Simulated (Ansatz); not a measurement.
## Single-point calculation of In$_{64}$As$_{64}$ (part 1 of 2)

The run: single-point calculation of In$_{64}$As$_{64}$ (F-43m, 128 atoms in the cell). Method and program: DFT, r2SCAN, PAW, plane waves (Ansatz 0.2.0).

The structure was built on a prototype by a generator.

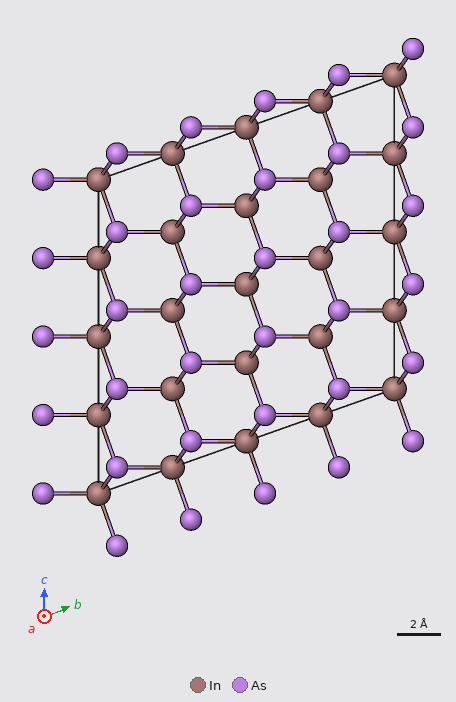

*The structure as given in the input (ball-and-stick view of the cell of the calculation, along the a axis; bonded neighbours outside the cell are drawn too).*

**Key numbers**

| quantity | value |
| --- | --- |
| outcome | converged |
| space group (tolerance 0.01 Å) | F-43m (216) |
| electrons treated | 1792 |
| free energy | −670531.2615 eV |
| Fermi energy | 7.460 eV |
| largest force (length of the vector) | under 0.001 eV/Å |
| hardware | 8 CPU threads, shared host |
| wall time | 18 s (CPU time 64 s) |
| peak memory | 10 GiB |

**The input**
```yaml
crystal:
  lattice:
    - [0.000000, 12.174675, 12.174675]
    - [12.174675, 0.000000, 12.174675]
    - [12.174675, 12.174675, 0.000000]
  atoms:
    - { symbol: In, position: [0.000000, 0.000000, 0.000000] }
    - { symbol: In, position: [0.500000, 0.000000, 0.000000] }
    - { symbol: In, position: [0.000000, 0.500000, 0.000000] }
    - { symbol: In, position: [0.000000, 0.000000, 0.500000] }
    - { symbol: In, position: [0.250000, 0.250000, 0.250000] }
    - { symbol: In, position: [0.500000, 0.500000, 0.000000] }
    - { symbol: In, position: [0.500000, 0.000000, 0.500000] }
    - { symbol: In, position: [0.750000, 0.250000, 0.250000] }
    - { symbol: In, position: [0.000000, 0.500000, 0.500000] }
    - { symbol: In, position: [0.250000, 0.750000, 0.250000] }
    - { symbol: In, position: [0.250000, 0.250000, 0.750000] }
    - { symbol: In, position: [0.500000, 0.500000, 0.500000] }
    - { symbol: In, position: [0.750000, 0.750000, 0.250000] }
    - { symbol: In, position: [0.750000, 0.250000, 0.750000] }
    - { symbol: In, position: [0.250000, 0.750000, 0.750000] }
    - { symbol: In, position: [0.750000, 0.750000, 0.750000] }
    - { symbol: In, position: [0.000000, 0.000000, 0.250000] }
    - { symbol: In, position: [0.250000, 0.250000, 0.000000] }
    - { symbol: In, position: [0.500000, 0.000000, 0.250000] }
    - { symbol: In, position: [0.750000, 0.250000, 0.000000] }
    - { symbol: In, position: [0.000000, 0.500000, 0.250000] }
    - { symbol: In, position: [0.250000, 0.750000, 0.000000] }
    - { symbol: In, position: [0.000000, 0.000000, 0.750000] }
    - { symbol: In, position: [0.250000, 0.250000, 0.500000] }
    - { symbol: In, position: [0.500000, 0.500000, 0.250000] }
    - { symbol: In, position: [0.750000, 0.750000, 0.000000] }
    - { symbol: In, position: [0.500000, 0.000000, 0.750000] }
    - { symbol: In, position: [0.750000, 0.250000, 0.500000] }
    - { symbol: In, position: [0.000000, 0.500000, 0.750000] }
    - { symbol: In, position: [0.250000, 0.750000, 0.500000] }
    - { symbol: In, position: [0.500000, 0.500000, 0.750000] }
    - { symbol: In, position: [0.750000, 0.750000, 0.500000] }
    - { symbol: In, position: [0.000000, 0.250000, 0.000000] }
    - { symbol: In, position: [0.250000, 0.000000, 0.250000] }
    - { symbol: In, position: [0.500000, 0.250000, 0.000000] }
    - { symbol: In, position: [0.750000, 0.000000, 0.250000] }
    - { symbol: In, position: [0.000000, 0.750000, 0.000000] }
    - { symbol: In, position: [0.000000, 0.250000, 0.500000] }
    - { symbol: In, position: [0.250000, 0.500000, 0.250000] }
    - { symbol: In, position: [0.500000, 0.750000, 0.000000] }
    - { symbol: In, position: [0.250000, 0.000000, 0.750000] }
    - { symbol: In, position: [0.500000, 0.250000, 0.500000] }
    - { symbol: In, position: [0.750000, 0.500000, 0.250000] }
    - { symbol: In, position: [0.750000, 0.000000, 0.750000] }
    - { symbol: In, position: [0.000000, 0.750000, 0.500000] }
    - { symbol: In, position: [0.250000, 0.500000, 0.750000] }
    - { symbol: In, position: [0.500000, 0.750000, 0.500000] }
    - { symbol: In, position: [0.750000, 0.500000, 0.750000] }
    - { symbol: In, position: [0.250000, 0.000000, 0.000000] }
    - { symbol: In, position: [0.750000, 0.000000, 0.000000] }
    - { symbol: In, position: [0.000000, 0.250000, 0.250000] }
    - { symbol: In, position: [0.250000, 0.500000, 0.000000] }
    - { symbol: In, position: [0.250000, 0.000000, 0.500000] }
    - { symbol: In, position: [0.500000, 0.250000, 0.250000] }
    - { symbol: In, position: [0.750000, 0.500000, 0.000000] }
    - { symbol: In, position: [0.750000, 0.000000, 0.500000] }
    - { symbol: In, position: [0.000000, 0.750000, 0.250000] }
    - { symbol: In, position: [0.000000, 0.250000, 0.750000] }
    - { symbol: In, position: [0.250000, 0.500000, 0.500000] }
    - { symbol: In, position: [0.500000, 0.750000, 0.250000] }
    - { symbol: In, position: [0.500000, 0.250000, 0.750000] }
    - { symbol: In, position: [0.750000, 0.500000, 0.500000] }
    - { symbol: In, position: [0.000000, 0.750000, 0.750000] }
    - { symbol: In, position: [0.500000, 0.750000, 0.750000] }
    - { symbol: As, position: [0.062500, 0.062500, 0.062500] }
    - { symbol: As, position: [0.562500, 0.062500, 0.062500] }
    - { symbol: As, position: [0.062500, 0.562500, 0.062500] }
    - { symbol: As, position: [0.062500, 0.062500, 0.562500] }
    - { symbol: As, position: [0.312500, 0.312500, 0.312500] }
    - { symbol: As, position: [0.562500, 0.562500, 0.062500] }
    - { symbol: As, position: [0.562500, 0.062500, 0.562500] }
    - { symbol: As, position: [0.812500, 0.312500, 0.312500] }
    - { symbol: As, position: [0.062500, 0.562500, 0.562500] }
    - { symbol: As, position: [0.312500, 0.812500, 0.312500] }
    - { symbol: As, position: [0.312500, 0.312500, 0.812500] }
    - { symbol: As, position: [0.562500, 0.562500, 0.562500] }
    - { symbol: As, position: [0.812500, 0.812500, 0.312500] }
    - { symbol: As, position: [0.812500, 0.312500, 0.812500] }
    - { symbol: As, position: [0.312500, 0.812500, 0.812500] }
    - { symbol: As, position: [0.812500, 0.812500, 0.812500] }
    - { symbol: As, position: [0.062500, 0.062500, 0.312500] }
    - { symbol: As, position: [0.312500, 0.312500, 0.062500] }
    - { symbol: As, position: [0.562500, 0.062500, 0.312500] }
    - { symbol: As, position: [0.812500, 0.312500, 0.062500] }
    - { symbol: As, position: [0.062500, 0.562500, 0.312500] }
    - { symbol: As, position: [0.312500, 0.812500, 0.062500] }
    - { symbol: As, position: [0.062500, 0.062500, 0.812500] }
    - { symbol: As, position: [0.312500, 0.312500, 0.562500] }
    - { symbol: As, position: [0.562500, 0.562500, 0.312500] }
    - { symbol: As, position: [0.812500, 0.812500, 0.062500] }
    - { symbol: As, position: [0.562500, 0.062500, 0.812500] }
    - { symbol: As, position: [0.812500, 0.312500, 0.562500] }
    - { symbol: As, position: [0.062500, 0.562500, 0.812500] }
    - { symbol: As, position: [0.312500, 0.812500, 0.562500] }
    - { symbol: As, position: [0.562500, 0.562500, 0.812500] }
    - { symbol: As, position: [0.812500, 0.812500, 0.562500] }
    - { symbol: As, position: [0.062500, 0.312500, 0.062500] }
    - { symbol: As, position: [0.312500, 0.062500, 0.312500] }
    - { symbol: As, position: [0.562500, 0.312500, 0.062500] }
    - { symbol: As, position: [0.812500, 0.062500, 0.312500] }
    - { symbol: As, position: [0.062500, 0.812500, 0.062500] }
    - { symbol: As, position: [0.062500, 0.312500, 0.562500] }
    - { symbol: As, position: [0.312500, 0.562500, 0.312500] }
    - { symbol: As, position: [0.562500, 0.812500, 0.062500] }
    - { symbol: As, position: [0.312500, 0.062500, 0.812500] }
    - { symbol: As, position: [0.562500, 0.312500, 0.562500] }
    - { symbol: As, position: [0.812500, 0.562500, 0.312500] }
    - { symbol: As, position: [0.812500, 0.062500, 0.812500] }
    - { symbol: As, position: [0.062500, 0.812500, 0.562500] }
    - { symbol: As, position: [0.312500, 0.562500, 0.812500] }
    - { symbol: As, position: [0.562500, 0.812500, 0.562500] }
    - { symbol: As, position: [0.812500, 0.562500, 0.812500] }
    - { symbol: As, position: [0.312500, 0.062500, 0.062500] }
    - { symbol: As, position: [0.812500, 0.062500, 0.062500] }
    - { symbol: As, position: [0.062500, 0.312500, 0.312500] }
    - { symbol: As, position: [0.312500, 0.562500, 0.062500] }
    - { symbol: As, position: [0.312500, 0.062500, 0.562500] }
    - { symbol: As, position: [0.562500, 0.312500, 0.312500] }
    - { symbol: As, position: [0.812500, 0.562500, 0.062500] }
    - { symbol: As, position: [0.812500, 0.062500, 0.562500] }
    - { symbol: As, position: [0.062500, 0.812500, 0.312500] }
    - { symbol: As, position: [0.062500, 0.312500, 0.812500] }
    - { symbol: As, position: [0.312500, 0.562500, 0.562500] }
    - { symbol: As, position: [0.562500, 0.812500, 0.312500] }
    - { symbol: As, position: [0.562500, 0.312500, 0.812500] }
    - { symbol: As, position: [0.812500, 0.562500, 0.562500] }
    - { symbol: As, position: [0.062500, 0.812500, 0.812500] }
    - { symbol: As, position: [0.562500, 0.812500, 0.812500] }
kpoints:
  mp_grid: { grid: [1, 1, 1] }
hamiltonian:
  xc: r2scan
scf:
  occupations: { method: fermi_dirac, width: 0.01 }
output:
  forces: true
  eigenvalues: true
  populations: true
  eigenstates: { kpoints: [[0, 0, 0]], e_range: [-6.0, 6.0], localisation: true }
```

**Log**
```
Pseudopotentials: kind: paw
Functional definition: r2SCAN
  parameter k0 = 0.174
  parameter k1 = 0.065
  parameter a1 = 4.9479
  exchange = r2scan_x(k0 = k0, k1 = k1, a1 = a1)
  correlation = r2scan_c
Crystal: 128 atoms, lattice volume = 3609.127 Å³
Basis set: ecut = 500 eV, 91353 PW (Γ), exchange–correlation on 512×512×512 points (64 copies of the dense FFT grid, shifted against one another)
Bands: 1076, of which v1, the nominal top of the filled ones, is band 896 counted from 1 (895 counted from 0)
Symmetry: 1536 space group operations
Space group: F-43m (ITA 216), of the structure as read, at distance tolerance 1.5e-4 Å
k-points: 1
Non-local potential: In, projectors of the file, l = 0: 2, l = 1: 2, l = 2: 2, l = 3: 2
Non-local potential: As, projectors of the file, l = 0: 2, l = 1: 2, l = 2: 3, l = 3: 1
PAW form: soft (Blöchl's): semilocal exchange-correlation on the pseudo side does not see the compensation charge
PAW frozen core: In, regenerated for the run's functional (the file was generated under x = pbe(κ = 0.804, μ = 0.2195149727645171), c = pbe(β = 0.06672455060314922))
PAW frozen core: As, regenerated for the run's functional (the file was generated under x = pbe(κ = 0.804, μ = 0.2195149727645171), c = pbe(β = 0.06672455060314922))
PAW one-centre angular grid: In, 590 points (default); XC on 289 of its mesh's 2783 points in the sphere
PAW one-centre angular grid: As, 590 points (default); XC on 160 Gauss nodes
Initial density: superposition of atomic densities (neutral atoms: chi_scale 0, normalization atom), corrected by the library's trained network
Initial wavefunctions: pseudopotential atomic-orbital guess
Functional: x = r2scan, c = r2scan; τ floored in thin density (d = 2e-4 eV/Å³)
SCF iter   1: F=—  HF=-670530.688134 eV  |F-HF|=—  |Δ(HF+E_count)|=         —  Δρ=6.63e-3  dr2=9.79e-1  dr2_τ=5.49e-1  ethr=1.77e-3  ⟨swp⟩=5.0  Hψ=3927  notcnv=0  defer=86
preconditioner: auto → LDOS  [insulator: Δε(μ)=0.096 eV  Ē_g=14.544 eV  σ=0.010 eV  W_gap=0.98  n_scr=892 (ndim 8)  ℏωp=21.0 eV  f_vac=0.109  D(μ)=5.49/eV (n_scr^D=14)  ε∞_Penn≈3.1  β→1.0]
SCF iter   2: F=—  HF=-670531.574548 eV  |F-HF|=—  |Δ(HF+E_count)|=   8.86e-1  Δρ=3.35e-3  dr2=3.41e-1  dr2_τ=5.32e-3  ethr=5.46e-5  ⟨swp⟩=3.0  Hψ=2165  notcnv=0  defer=164
preconditioner: auto → Resta (q_TF=auto, 2.428 Å⁻¹)  ε∞=3.1  [insulator: Δε(μ)=0.126 eV  Ē_g=14.433 eV  σ=0.010 eV  W_gap=1.00  n_scr=892 (ndim 8)  ℏωp=21.0 eV  f_vac=0.110  D(μ)=1.29/eV (n_scr^D=0)  ε∞_Penn≈3.1  β→0.5]
SCF iter   3: F=—  HF=-670531.257603 eV  |F-HF|=—  |Δ(HF+E_count)|=   3.17e-1  Δρ=9.73e-4  dr2=2.69e-2  dr2_τ=3.36e-4  ethr=1.90e-5  ⟨swp⟩=3.0  Hψ=1839  notcnv=0  defer=164
SCF iter   4: F=—  HF=-670531.268747 eV  |F-HF|=—  |Δ(HF+E_count)|=   1.11e-2  Δρ=1.35e-4  dr2=7.24e-4  dr2_τ=3.39e-5  ethr=1.50e-6  ⟨swp⟩=2.0  Hψ=1183  notcnv=0  defer=164
SCF iter   5: F=—  HF=-670531.257914 eV  |F-HF|=—  |Δ(HF+E_count)|=   1.08e-2  Δρ=4.56e-5  dr2=9.70e-5  dr2_τ=1.77e-6  ethr=4.04e-8  ⟨swp⟩=3.0  Hψ=2295  notcnv=0  defer=164
SCF iter   6: F=—  HF=-670531.261505 eV  |F-HF|=—  |Δ(HF+E_count)|=   3.59e-3  Δρ=1.02e-5  dr2=5.40e-6  dr2_τ=9.85e-8  ethr=5.41e-9  ⟨swp⟩=3.0  Hψ=2193  notcnv=0  defer=164
SCF iter   7: F=—  HF=-670531.261505 eV  |F-HF|=—  |Δ(HF+E_count)|=   1.07e-7  Δρ=4.93e-6  dr2=6.26e-7  dr2_τ=1.51e-8  ethr=3.01e-10  ⟨swp⟩=2.0  Hψ=1808  notcnv=0  defer=164
SCF iter   8: F=-670531.261505 eV  HF=-670531.261505 eV  |F-HF|=3.45e-8  |Δ(HF+E_count)|=   1.94e-8  Δρ=1.07e-6  dr2=3.56e-8  dr2_τ=5.96e-10  ethr=5.58e-12  ⟨swp⟩=11.0  Hψ=5468  notcnv=0
SCF 1 converged in 8 iterations: F = -670531.261505 eV  dr2 = 3.56e-8
  greatest PAW one-centre occupation: 0.999 electrons in one spin orbital (limit 2), on the As atom at site 127 (counted from 0), in its partial waves of l = 2
NSCF: frozen V_eff on 1 k-points
SCF converged after 8 iterations
Free energy (F): -670531.261505 eV
Harris-Foulkes:  -670531.261505 eV  (|F-HF|=3.45e-8)
Internal energy: -670531.260653 eV  (E = F + TS)
E sigma→0 (E₀):  -670531.261079 eV
Entropy (-TS):   -0.000851 eV (-0.007 meV/atom)
Fermi energy:    7.460252 eV
--- Per-component energies (eV) ---
  E_band       = -21477.595536
  E_kinetic    = 22187.349244
  E_local      = -211622.424881  (includes V_loc(G=0)·N_el)
  E_nonlocal   = -19315.331715
  E_hartree    = 102398.510656
  E_xc         = -17584.080668
  E_vxc        = -12190.750493  (∫ρ·V_xc dr)
  E_paw        = -386149.004376  (= ΣΔE_a)
  E_vpaw       = -6083.496182  (= ΣTr[D̂ρ^β])
  E_aug_tail   = 0.000040  (compensation charges beyond the density's cutoff)
  E_vtau       = 750.080547  (kinetic-family band-sum trace: ∫τ·v_τ [+ j·A + Jᵃ·Aᵃ] dr)
  E_ewald      = -160414.799791
  E_core_change = -31.479162  (= ΣΔE_core)
  E_smearing   = -0.000851  (= −TS)
  E_closure    = 0.000000  (closes the sum)
  Σ components = -670531.261505   (vs F -670531.261505, Δ=0.00e0)
```
